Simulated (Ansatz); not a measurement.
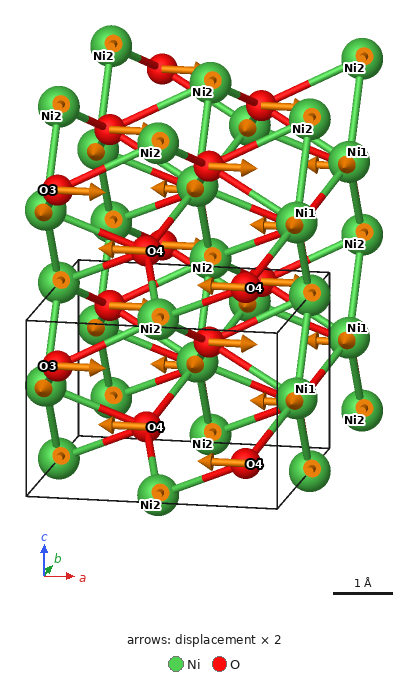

This is a relaxation of crystalline NiO (a generated structure, set up in C222_1) (coarse preliminary run). The starting structure is drawn; orange arrows show the displacements (the part carried along by the change of the cell is left out), magnified 2 times.

The picture is a ball-and-stick view of the conventional cell (2 times the calculation's cell), repeated 1 × 2 × 2 with one cell outlined, seen slightly off an axis. Lengths and directions refer to the drawn axes.

All numbers below come from DFT PBE, scalar-relativistic, plane waves, PAW in Ansatz. Settings: plane-wave cutoff 420 eV; k-point mesh 6 × 6 × 6; occupations gaussian; smearing width 0.1 eV; collinear spin; cell and atoms relaxed; force threshold 0.04 eV/Å; at most 70 steps.

Atoms of which element are displaced furthest, and by how much?

Answer. Oxygen: up to 0.43 Å, against 0.23 Å for nickel.

What happened in the run?

Answer. The largest moves relative to the cell, 0.43 Å, are those of O3 and O4. O4 goes along −a. Largest moves by element: O 0.43 Å, Ni 0.23 Å. The drawn cell changes as follows: a 4.389 → 4.803 Å (+9.4 %), b 4.389 → 4.072 Å (−7.2 %), c 3.103 → 4.256 Å (+37.1 %); the volume changes by +39.2 %. Near-neighbour distances that change, for instance: Ni1–Ni2 1.900 → 2.592 Å, Ni1–O3 1.900 → 1.966 Å, Ni1–O3 (another image) 1.900 → 1.890 Å. Bonds break: Ni1–Ni2 (1.90 → 2.59 Å). Bond angles that change, for instance: O3–Ni1–O4 60.0° → 97.5°, Ni1–O3–Ni2 146.4° → 117.1°, Ni1–O3–Ni2 60.0° → 86.6°. The space group stays C222_1 (No. 20). After 16 accepted moves (22 points after the start) the energy has fallen by 1484 meV per atom. Largest force component: 6.9 eV/Å at the start, 0.0045 eV/Å at the end. Pressure: 105.46 GPa at the start and 0.03 GPa at the end. The line search rejected the trial step at point 12 of the run. The SCF was repeated 5 times at an unchanged geometry on a basis and grid sized afresh for the cell, which shifted the energy by 63.3 meV per atom at most. The program noted that the starting moments weren't kept. The run may lie on a higher electronic state than the lowest, so the end point isn't shown to be the ground-state structure. The run took 7.8 min on 1 thread of Arm Neoverse V2, on a shared host, peak memory 0.41 GiB.
